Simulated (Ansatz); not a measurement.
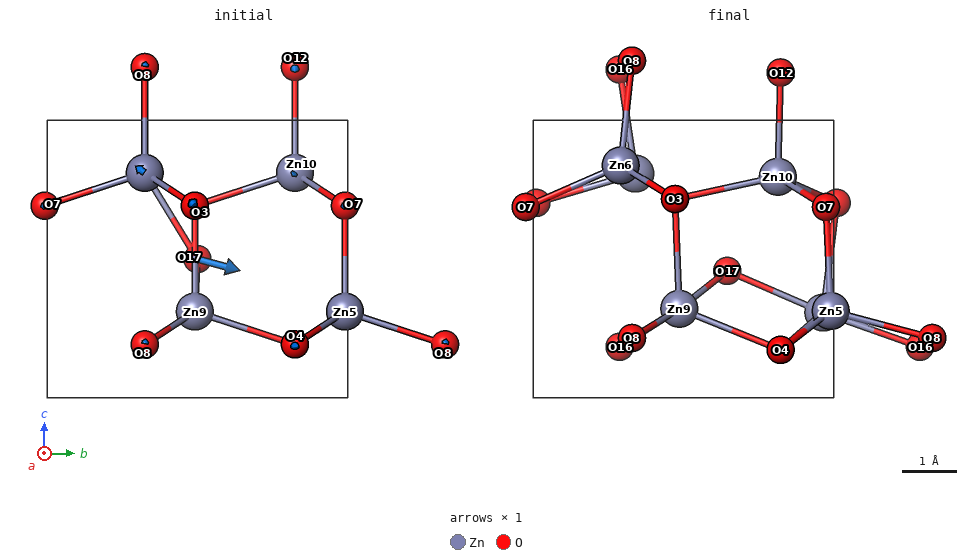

The structure of a defect cell of composition Zn₈O₉ before (left) and after (right) a relaxation, at one scale. The blue arrows give the displacements, at their true length.

A ball-and-stick model of the cell of the calculation (origin shifted), seen along the a axis.

It is an interstitial O in P6_3mc ZnO. The run prepares an end point of a later path (interstitial hop) calculation, from a guessed geometry. The atoms of the start lie slightly off their symmetric places, so part of the fall in energy undoes that.

Computed with Ansatz 0.2.0, DFT PBEsol, scalar-relativistic, plane waves, PAW.

The input:
```yaml
crystal:
  lattice:
    - [-3.219, -5.575472, 0.0]
    - [4.8285, -2.787736, 0.0]
    - [0.0, 0.0, 5.1489]
  atoms:
    - { symbol: Zn, position: [0.5, 0.3333333, 0.0] }
    - { symbol: Zn, position: [0.5, 0.6666667, 0.5] }
    - { symbol: O, position: [0.5, 0.3333333, 0.3816] }
    - { symbol: O, position: [0.5, 0.6666667, 0.8816] }
    - { symbol: Zn, position: [0.25, 0.8333333, 0.0] }
    - { symbol: Zn, position: [0.25, 0.1666667, 0.5] }
    - { symbol: O, position: [0.25, 0.8333333, 0.3816] }
    - { symbol: O, position: [0.25, 0.1666667, 0.8816] }
    - { symbol: Zn, position: [0.0, 0.3333333, 0.0] }
    - { symbol: Zn, position: [0.0, 0.6666667, 0.5] }
    - { symbol: O, position: [0.0, 0.3333333, 0.3816] }
    - { symbol: O, position: [0.0, 0.6666667, 0.8816] }
    - { symbol: Zn, position: [0.75, 0.8333333, 0.0] }
    - { symbol: Zn, position: [0.75, 0.1666667, 0.5] }
    - { symbol: O, position: [0.75, 0.8333333, 0.3816] }
    - { symbol: O, position: [0.75, 0.1666667, 0.8816] }
    - { symbol: O, position: [0.7539215, 0.3420202, 0.1892303], spin: 1.0 }
magnetization:
  spin_polarized: true
basis:
  ecutwfc: 420.0
kpoints:
  mp_grid: { grid: [2, 2, 2] }
hamiltonian:
  xc: pbesol
scf:
  occupations: { method: fermi_dirac, width: 0.05 }
  lower_state_search: "off"
relax:
  f_tol: 0.03
  max_steps: 60
  adjacent_minimum: "off"
output:
  write_density: true
  write_potential: true
  elf: true
  volumetric_format: npy
```

Launched with:
```bash
ansatz run input.yaml --threads 2 --pin off --max-ram 5120MiB --backend cpu --events-out ev --progress --plain --runs-dir out
```

### Describe what moved and what it gained.

The largest move is that of O17, 0.84 Å along [0 3 −1]. By element the largest moves are O 0.84 Å, Zn 0.23 Å. The cell stays as it was. Near-neighbour distances that change, for instance: Zn13–O17 2.908 → 1.945 Å, Zn14–O17 1.875 → 2.485 Å, Zn1–O16 1.956 → 2.059 Å, Zn9–O17 1.861 → 1.949 Å. New bonds form, among them: Zn13–O17 (2.91 → 1.94 Å). Bonds break, among them: Zn14–O17 (1.88 → 2.48 Å). Bond angles that change, for instance: O8–Zn1–O17 151.4° → 175.0°, O4–Zn1–O17 97.8° → 76.3°, O16–Zn1–O17 57.7° → 75.2°. Over 7 geometry steps the energy falls by 2.474 eV per cell of the calculation. Largest force component: 4 eV/Å at the start, 0.023 eV/Å at the end. The run took 56 s on 2 threads of Intel(R) Xeon(R) Platinum 8488C (Sapphire Rapids) (shared host), peak memory 0.71 GiB.

Limits of the set-up: the k-point mesh is coarse for a cell with partly filled bands; the periodic images lie only 5.1 Å apart, so the values are limited by the cell's size.
